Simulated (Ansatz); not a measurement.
**Geometry relaxation, with input and output: Ga2O3 (part 2 of 3)**

Ga2O3 (P1, 10 atoms in the cell); DFT, PBEsol, plane waves, PAW, no spin polarisation (Ansatz 0.2.0); cutoff 420 eV, 6×6×4 k-mesh, Fermi–Dirac smearing of 0.05 eV. The structure was built on a prototype by a generator.

Geometry of the input (Å; fractional positions):
```
2.9784  -0.0225  -0.0104
-3.0173  5.2061  0.0456
-0.0241  0.0472  6.8317
Ga 0.6509  0.1723  0.7893
Ga 0.3466  0.3127  0.2082
O  0.6778  0.1713  0.3024
O  0.3445  0.3397  0.6858
O  0.0398  0.0229  -0.0086
Ga 0.6610  0.6756  0.7850
Ga 0.3426  0.8337  0.2065
O  0.6905  0.6649  0.3018
O  0.3549  0.8168  0.7038
O  0.0162  0.5101  -0.0091
```

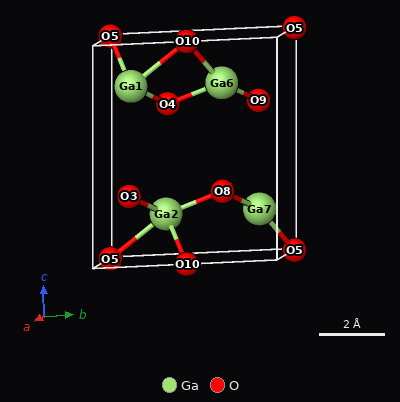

**Figure 1.** The geometry at step 12 of the log (ball-and-stick view of the cell of the calculation, seen slightly off an axis; atoms are numbered from 1 in the order of the input).

What the program printed, continued:
```
Crystal: 10 atoms, lattice volume = 107.397 Å³
Basis set: ecut = 420 eV, 2069 PW (Γ), exchange–correlation on 40×90×96 points (8 copies of the dense FFT grid, shifted against one another)
preconditioner: auto → Resta (q_TF=auto, 2.639 Å⁻¹)  ε∞=4.7  [insulator: Δε(μ)=2.402 eV  Ē_g=17.574 eV  σ=0.050 eV  W_gap=1.00  n_scr=38 (ndim 8)  ℏωp=33.6 eV  f_vac=0.091  D(μ)=0.00/eV (n_scr^D=0)  ε∞_Penn≈4.7]
SCF 6 converged in 5 iterations: F = -18340.317614 eV  dr2 = 4.96e-7
relax step   6: F+E_penalty+E_count = -18340.31761382 eV  Δ(F+E_penalty+E_count) = -3.708e-3 eV  max|allowed force component| = 1.039e-1 eV/Å  Δτ_max = 0.0105 Å  P = +0.272 GPa  Ω = 107.397 Å³  energy of the carried Pulay correction = -9.495e-3 eV  (5 SCF iters, dr2 threshold 6.05e-7 eV, accepted)
Crystal: 10 atoms, lattice volume = 107.565 Å³
Basis set: ecut = 420 eV, 2087 PW (Γ), exchange–correlation on 40×90×96 points (8 copies of the dense FFT grid, shifted against one another)
preconditioner: auto → Resta (q_TF=auto, 2.639 Å⁻¹)  ε∞=4.7  [insulator: Δε(μ)=2.317 eV  Ē_g=17.515 eV  σ=0.050 eV  W_gap=1.00  n_scr=38 (ndim 8)  ℏωp=33.6 eV  f_vac=0.074  D(μ)=0.00/eV (n_scr^D=0)  ε∞_Penn≈4.7]
SCF 7 converged in 8 iterations: F = -18340.345467 eV  dr2 = 3.59e-7
relax step   7: F+E_penalty+E_count = -18340.34546737 eV  Δ(F+E_penalty+E_count) = -2.785e-2 eV  max|allowed force component| = 1.820e-1 eV/Å  Δτ_max = 0.1544 Å  P = +0.605 GPa  Ω = 107.565 Å³  energy of the carried Pulay correction = -1.031e-2 eV  (8 SCF iters, dr2 threshold 6.75e-7 eV, accepted)
Crystal: 10 atoms, lattice volume = 108.364 Å³
Basis set: ecut = 420 eV, 2107 PW (Γ), exchange–correlation on 40×90×96 points (8 copies of the dense FFT grid, shifted against one another)
preconditioner: auto → Resta (q_TF=auto, 2.635 Å⁻¹)  ε∞=4.7  [insulator: Δε(μ)=2.337 eV  Ē_g=17.457 eV  σ=0.050 eV  W_gap=1.00  n_scr=38 (ndim 8)  ℏωp=33.5 eV  f_vac=0.088  D(μ)=0.00/eV (n_scr^D=0)  ε∞_Penn≈4.7]
SCF 8 converged in 7 iterations: F = -18340.346064 eV  dr2 = 1.54e-7
relax step   8: F+E_penalty+E_count = -18340.34606411 eV  Δ(F+E_penalty+E_count) = -5.967e-4 eV  max|allowed force component| = 1.243e-1 eV/Å  Δτ_max = 0.0347 Å  P = +0.267 GPa  Ω = 108.364 Å³  energy of the carried Pulay correction = -1.418e-2 eV  (7 SCF iters, dr2 threshold 1.00e-6 eV, accepted)
Crystal: 10 atoms, lattice volume = 108.319 Å³
Basis set: ecut = 420 eV, 2093 PW (Γ), exchange–correlation on 40×90×96 points (8 copies of the dense FFT grid, shifted against one another)
preconditioner: auto → Resta (q_TF=auto, 2.635 Å⁻¹)  ε∞=4.7  [insulator: Δε(μ)=2.335 eV  Ē_g=17.473 eV  σ=0.050 eV  W_gap=1.00  n_scr=38 (ndim 8)  ℏωp=33.5 eV  f_vac=0.087  D(μ)=0.00/eV (n_scr^D=0)  ε∞_Penn≈4.7]
SCF 9 converged in 7 iterations: F = -18340.354994 eV  dr2 = 2.56e-7
relax step   9: F+E_penalty+E_count = -18340.35499371 eV  Δ(F+E_penalty+E_count) = -8.930e-3 eV  max|allowed force component| = 1.197e-2 eV/Å  Δτ_max = 0.0761 Å  P = +0.093 GPa  Ω = 108.319 Å³  energy of the carried Pulay correction = -1.396e-2 eV  (7 SCF iters, dr2 threshold 1.00e-6 eV, accepted)
Crystal: 10 atoms, lattice volume = 108.491 Å³
Basis set: ecut = 420 eV, 2097 PW (Γ), exchange–correlation on 40×90×96 points (8 copies of the dense FFT grid, shifted against one another)
preconditioner: auto → Resta (q_TF=auto, 2.635 Å⁻¹)  ε∞=4.7  [insulator: Δε(μ)=2.337 eV  Ē_g=17.455 eV  σ=0.050 eV  W_gap=1.00  n_scr=38 (ndim 8)  ℏωp=33.4 eV  f_vac=0.088  D(μ)=0.00/eV (n_scr^D=0)  ε∞_Penn≈4.7]
SCF 10 converged in 7 iterations: F = -18340.354497 eV  dr2 = 1.88e-8
relax step  10: F+E_penalty+E_count = -18340.35449710 eV  Δ(F+E_penalty+E_count) = +4.966e-4 eV  max|allowed force component| = 3.705e-3 eV/Å  Δτ_max = 0.0135 Å  P = -0.025 GPa  Ω = 108.491 Å³  energy of the carried Pulay correction = -1.479e-2 eV  (7 SCF iters, dr2 threshold 7.56e-8 eV, accepted)
Basis set: ecut = 420 eV, 2097 PW (Γ), exchange–correlation on 48×90×96 points (8 copies of the dense FFT grid, shifted against one another)
Initial wavefunctions: pseudopotential atomic-orbital guess (no wavefunctions were taken with the density)
preconditioner: auto → Resta (q_TF=auto, 2.635 Å⁻¹)  ε∞=4.7  [insulator: Δε(μ)=2.338 eV  Ē_g=17.458 eV  σ=0.050 eV  W_gap=1.00  n_scr=38 (ndim 8)  ℏωp=33.4 eV  f_vac=0.088  D(μ)=0.00/eV (n_scr^D=0)  ε∞_Penn≈4.7]
SCF 11 converged in 8 iterations: F = -18340.372171 eV  dr2 = 2.78e-11
relax step  11: F+E_penalty+E_count = -18340.37217134 eV  Δ(F+E_penalty+E_count) = -1.767e-2 eV  max|allowed force component| = 3.973e-3 eV/Å  Δτ_max = 0.0000 Å  P = +0.233 GPa  Ω = 108.491 Å³  stress off target by 3.20e-1 GPa  SCF on the basis re-selected at this cell (its energy is not comparable with the rows above)  (8 SCF iters)
basis re-selected at this cell: Δ(F+E_penalty+E_count) = -1.767e-2 eV, ΔP = +0.258 GPa vs the last step (what re-selecting the basis moved, of the pressure what is left beyond the Pulay correction that the steps carried, after the strain that the cell walked since its last selection, with what the two solves' SCF thresholds leave and, on support functions, any second-order correction that the steps lacked; it is no measure of the basis error at this ecutwfc). The dense FFT grid was sized anew with the basis: this SCF ran on 24×45×48 points, the steps before it on 20×45×48, so part of this shift can come from that change (see relax.cell in the input reference). This SCF's stress stands 3.20e-1 GPa from its target on what of the cell is left free (relax.cell.stress_tol is 5.00e-2 GPa) and its largest allowed force component is 3.97e-3 eV/Å (relax.f_tol is 1.00e-2 eV/Å): not within both, so this SCF does not close the relaxation
Crystal: 10 atoms, lattice volume = 109.169 Å³
Basis set: ecut = 420 eV, 2117 PW (Γ), exchange–correlation on 48×90×96 points (8 copies of the dense FFT grid, shifted against one another)
preconditioner: auto → Resta (q_TF=auto, 2.632 Å⁻¹)  ε∞=4.7  [insulator: Δε(μ)=2.368 eV  Ē_g=17.439 eV  σ=0.050 eV  W_gap=1.00  n_scr=38 (ndim 8)  ℏωp=33.3 eV  f_vac=0.097  D(μ)=0.00/eV (n_scr^D=0)  ε∞_Penn≈4.7]
SCF 12 converged in 7 iterations: F = -18340.369563 eV  dr2 = 5.22e-8
relax step  12: F+E_penalty+E_count = -18340.36956331 eV  Δ(F+E_penalty+E_count) = +2.608e-3 eV  max|allowed force component| = 4.419e-3 eV/Å  Δτ_max = 0.0123 Å  P = +0.046 GPa  Ω = 109.169 Å³  energy of the carried Pulay correction = -3.531e-3 eV  (7 SCF iters, dr2 threshold 2.57e-7 eV, accepted)
Crystal: 10 atoms, lattice volume = 109.378 Å³
Basis set: ecut = 420 eV, 2119 PW (Γ), exchange–correlation on 48×90×96 points (8 copies of the dense FFT grid, shifted against one another)
preconditioner: auto → Resta (q_TF=auto, 2.631 Å⁻¹)  ε∞=4.6  [insulator: Δε(μ)=2.374 eV  Ē_g=17.440 eV  σ=0.050 eV  W_gap=1.00  n_scr=38 (ndim 8)  ℏωp=33.3 eV  f_vac=0.098  D(μ)=0.00/eV (n_scr^D=0)  ε∞_Penn≈4.6]
SCF 13 converged in 7 iterations: F = -18340.368523 eV  dr2 = 4.30e-9
relax step  13: F+E_penalty+E_count = -18340.36852321 eV  Δ(F+E_penalty+E_count) = +1.040e-3 eV  max|allowed force component| = 7.025e-4 eV/Å  Δτ_max = 0.0039 Å  P = -0.004 GPa  Ω = 109.378 Å³  energy of the carried Pulay correction = -4.637e-3 eV  (7 SCF iters, dr2 threshold 8.21e-9 eV, accepted)
preconditioner: auto → Resta (q_TF=auto, 2.631 Å⁻¹)  ε∞=4.6  [insulator: Δε(μ)=2.373 eV  Ē_g=17.442 eV  σ=0.050 eV  W_gap=1.00  n_scr=38 (ndim 8)  ℏωp=33.3 eV  f_vac=0.098  D(μ)=0.00/eV (n_scr^D=0)  ε∞_Penn≈4.6]
SCF 14 converged in 7 iterations: F = -18340.373323 eV  dr2 = 7.82e-11
relax step  14: F+E_penalty+E_count = -18340.37332332 eV  Δ(F+E_penalty+E_count) = -4.800e-3 eV  max|allowed force component| = 1.009e-3 eV/Å  Δτ_max = 0.0000 Å  P = +0.029 GPa  Ω = 109.378 Å³  stress off target by 8.71e-2 GPa  SCF on the basis re-selected at this cell (its energy is not comparable with the rows above)  (7 SCF iters)
basis re-selected at this cell: Δ(F+E_penalty+E_count) = -4.800e-3 eV, ΔP = +0.033 GPa vs the last step (what re-selecting the basis moved, of the pressure what is left beyond the Pulay correction that the steps carried, after the strain that the cell walked since its last selection, with what the two solves' SCF thresholds leave and, on support functions, any second-order correction that the steps lacked; it is no measure of the basis error at this ecutwfc). This SCF's stress stands 8.71e-2 GPa from its target on what of the cell is left free (relax.cell.stress_tol is 5.00e-2 GPa) and its largest allowed force component is 1.01e-3 eV/Å (relax.f_tol is 1.00e-2 eV/Å): not within both, so this SCF does not close the relaxation
Crystal: 10 atoms, lattice volume = 109.618 Å³
Basis set: ecut = 420 eV, 2121 PW (Γ), exchange–correlation on 48×90×96 points (8 copies of the dense FFT grid, shifted against one another)
preconditioner: auto → Resta (q_TF=auto, 2.630 Å⁻¹)  ε∞=4.6  [insulator: Δε(μ)=2.389 eV  Ē_g=17.439 eV  σ=0.050 eV  W_gap=1.00  n_scr=38 (ndim 8)  ℏωp=33.3 eV  f_vac=0.102  D(μ)=0.00/eV (n_scr^D=0)  ε∞_Penn≈4.6]
SCF 15 converged in 7 iterations: F = -18340.372167 eV  dr2 = 7.31e-9
relax step  15: F+E_penalty+E_count = -18340.37216726 eV  Δ(F+E_penalty+E_count) = +1.156e-3 eV  max|allowed force component| = 4.133e-3 eV/Å  Δτ_max = 0.0045 Å  P = +0.011 GPa  Ω = 109.618 Å³  energy of the carried Pulay correction = -1.255e-3 eV  (7 SCF iters, dr2 threshold 1.90e-8 eV, accepted)
iter 1 solved again at ethr=2.69e-8 eV; its pass at ethr=3.10e-3 eV (dr2=2.37e-5 eV) is discarded
SCF iter   1: F=—  HF=-18340.373377 eV  |F-HF|=—  |Δ(HF+E_count)|=         —  Δρ=1.20e-4  dr2=4.50e-7  ethr=2.69e-8  ⟨swp⟩=4.1  Hψ=28445  notcnv=0
preconditioner: auto → Resta (q_TF=auto, 2.630 Å⁻¹)  ε∞=4.6  [insulator: Δε(μ)=2.388 eV  Ē_g=17.441 eV  σ=0.050 eV  W_gap=1.00  n_scr=38 (ndim 8)  ℏωp=33.3 eV  f_vac=0.101  D(μ)=0.00/eV (n_scr^D=0)  ε∞_Penn≈4.6]
SCF iter   2: F=—  HF=-18340.373506 eV  |F-HF|=—  |Δ(HF+E_count)|=   1.29e-4  Δρ=6.08e-5  dr2=1.24e-7  ethr=5.11e-10  ⟨swp⟩=2.0  Hψ=7265  notcnv=0
SCF iter   3: F=—  HF=-18340.373541 eV  |F-HF|=—  |Δ(HF+E_count)|=   3.52e-5  Δρ=9.34e-6  dr2=1.45e-8  ethr=1.40e-10  ⟨swp⟩=2.9  Hψ=7521  notcnv=0
SCF iter   4: F=—  HF=-18340.373541 eV  |F-HF|=—  |Δ(HF+E_count)|=   6.70e-7  Δρ=8.36e-7  dr2=6.80e-10  ethr=1.65e-11  ⟨swp⟩=2.0  Hψ=7044  notcnv=0
SCF iter   5: F=—  HF=-18340.373541 eV  |F-HF|=—  |Δ(HF+E_count)|=   2.19e-9  Δρ=3.91e-7  dr2=2.65e-10  ethr=1.00e-12  ⟨swp⟩=5.0  Hψ=15399  notcnv=0
SCF iter   6: F=-18340.373541 eV  HF=-18340.373541 eV  |F-HF|=7.64e-11  |Δ(HF+E_count)|=  8.08e-10  Δρ=1.74e-7  dr2=2.98e-11  ethr=1.00e-12  ⟨swp⟩=3.2  Hψ=16425  notcnv=0
SCF 16 converged in 6 iterations: F = -18340.373541 eV  dr2 = 2.98e-11
relax step  16: F+E_penalty+E_count = -18340.37354148 eV  Δ(F+E_penalty+E_count) = -1.374e-3 eV  max|allowed force component| = 4.244e-3 eV/Å  Δτ_max = 0.0000 Å  P = +0.015 GPa  Ω = 109.618 Å³  stress off target by 2.78e-2 GPa  SCF on the basis re-selected at this cell (its energy is not comparable with the rows above)  (6 SCF iters)
basis re-selected at this cell: Δ(F+E_penalty+E_count) = -1.374e-3 eV, ΔP = +0.004 GPa vs the last step (what re-selecting the basis moved, of the pressure what is left beyond the Pulay correction that the steps carried, after the strain that the cell walked since its last selection, with what the two solves' SCF thresholds leave and, on support functions, any second-order correction that the steps lacked; it is no measure of the basis error at this ecutwfc). This SCF's stress stands 2.78e-2 GPa from its target on what of the cell is left free (relax.cell.stress_tol is 5.00e-2 GPa) and its largest allowed force component is 4.24e-3 eV/Å (relax.f_tol is 1.00e-2 eV/Å): within both
SCF converged after 6 iterations
Free energy (F): -18340.373541 eV
Harris-Foulkes:  -18340.373541 eV  (|F-HF|=7.64e-11)
Internal energy: -18340.373541 eV  (E = F + TS)
E sigma→0 (E₀):  -18340.373541 eV
Fermi energy:    8.509366 eV
--- Per-component energies (eV) ---
  E_band       = -175.167714
  E_kinetic    = 1514.432709
  E_local      = -10249.759245  (includes V_loc(G=0)·N_el)
  E_nonlocal   = 2024.810992
  E_hartree    = 4620.125055
  E_xc         = -705.205466
  E_vxc        = -787.089361  (∫ρ·V_xc dr)
  E_paw        = -8746.679967  (= ΣΔE_a)
  E_vpaw       = -1917.827487  (= ΣTr[D̂ρ^β])
  E_aug_tail   = 0.014293  (compensation charges beyond the density's cutoff)
  E_ewald      = -6801.775552
  E_core_change = 3.663639  (= ΣΔE_core)
  E_smearing   = -0.000000  (= −TS)
  E_closure    = 0.000000  (closes the sum)
  Σ components = -18340.373541   (vs F -18340.373541, Δ=0.00e0)
--- Forces (eV/Å), atoms counted from 1 ---
  atom   1  Ga     0.00007938    -0.00027643    -0.00396650
  atom   2  Ga    -0.00016826     0.00021301     0.00399791
  atom   3  O      0.00022529    -0.00004849    -0.00424345
  atom   4  O     -0.00015703     0.00010106     0.00423223
  atom   5  O      0.00122972     0.00003533    -0.00002558
  atom   6  Ga    -0.00003346    -0.00019264    -0.00401011
  atom   7  Ga     0.00000415     0.00030642     0.00400646
  atom   8  O     -0.00026067    -0.00013953    -0.00419290
  atom   9  O      0.00030325     0.00005464     0.00422041
  atom  10  O     -0.00122236    -0.00005339    -0.00001781
  max |Σ_I F_I| component: 6.63e-7 eV/Å
--- Stress (GPa, compression-positive) ---
        0.016617       0.001504      -0.001191
        0.001504       0.001321      -0.004334
       -0.001191      -0.004334       0.026948
  P = ⅓ Tr σ = 0.0150 GPa (0.150 kbar)
--- Relaxed structure (13 steps of the walk, 13 accepted, 3 SCFs on fresh bases) ---
  F+E_penalty+E_count = -18340.37354148 eV   max|allowed force component| = 4.244e-3 eV/Å   (the final SCF, on the basis selected at the relaxed cell)
  cell:  # Å, volume = 109.6184 Å³
    - [3.024702630775482, -0.00022701221250669577, 0.00041366086957299146]
    - [-3.025329757278369, 5.202245210522881, 0.011478742488531452]
    - [0.0008421536635451025, 0.01577957865770005, 6.966768259265525]
  atoms:
    - { symbol: Ga, position: [0.646669166799906, 0.1709010087457666, 0.7941489871394435] }
    - { symbol: Ga, position: [0.378290068515365, 0.33308354856454386, 0.1988971414704627] }
    - { symbol: O, position: [0.7140887476494717, 0.1678606820431278, 0.3011103969790431] }
    - { symbol: O, position: [0.31086692397789695, 0.3361233315284753, 0.6919352740678982] }
    - { symbol: O, position: [0.09855558625736825, 0.0019723687802316956, -0.0034473506316217333] }
    - { symbol: Ga, position: [0.7158518777293014, 0.670898172407372, 0.7942360482252087] }
    - { symbol: Ga, position: [0.3090983827142624, 0.8330850986438125, 0.19880800034554458] }
    - { symbol: O, position: [0.6426273777176301, 0.6678716258993346, 0.30109414218925873] }
    - { symbol: O, position: [0.3823255410951549, 0.8361141805281429, 0.6919513879279661] }
    - { symbol: O, position: [-0.07358880855635472, 0.5020259507591941, -0.0035060401132032204] }
```

Trajectory as extended XYZ (Å, eV, eV/Å), 16 frames, from step=1 to step=16:
```
10
Lattice="2.9784 -0.0225 -0.0104 -3.0173 5.2061 0.0456 -0.0241 0.0472 6.8317" Properties=species:S:1:pos:R:3:forces:R:3 step=1 energy=-18338.99541 pressure_GPa=9.81
Ga    1.3996    0.9197    5.3937    1.2294  -0.1621   0.9358
Ga    0.0839    1.6299    1.4329   -2.0521   3.0459  -2.3697
O     1.4948    0.8907    2.0666    2.2546  -1.8174   1.8672
O    -0.0156    1.7933    4.6973   -1.0175  -0.2319  -0.9857
O     0.0496    0.1179   -0.0578    0.0972  -0.1168   0.6400
Ga   -0.0887    3.5393    5.3870    5.1699  -3.7084   3.0680
Ga   -1.4998    4.3422    1.4455    0.9709  -0.7895  -1.3361
O     0.0433    3.4602    2.0850   -1.0612  -0.4732   0.6393
O    -1.4245    4.2778    4.8416   -5.4802   4.3746  -3.1179
O    -1.4907    2.6549   -0.0393   -0.1109  -0.1213   0.6593
10
Lattice="2.9917 -0.0063 0.0141 -3.0024 5.1828 -0.0120 0.0318 0.0039 6.8204" Properties=species:S:1:pos:R:3:forces:R:3 step=2 energy=-18339.86560 pressure_GPa=5.07
Ga    1.4780    0.8981    5.4355    0.7911  -0.5390   0.2691
Ga    0.0980    1.6775    1.3868   -1.1639   1.3542  -0.8803
O     1.5349    0.8825    2.0510    1.2119  -0.9938   1.1177
O     0.0396    1.7142    4.6509   -0.6831   0.1921  -0.1998
O     0.0646    0.1062   -0.0245    0.0742  -0.1175   0.0785
Ga   -0.0198    3.4655    5.3629    2.7253  -1.7606   1.2647
Ga   -1.4726    4.2943    1.3735    0.6199   0.1549  -0.5517
O     0.0580    3.4704    2.1002   -0.7281  -0.5735   0.1461
O    -1.3991    4.2646    4.7594   -2.8089   2.2755  -1.5172
O    -1.4864    2.6422   -0.0474   -0.0384   0.0078   0.2731
```
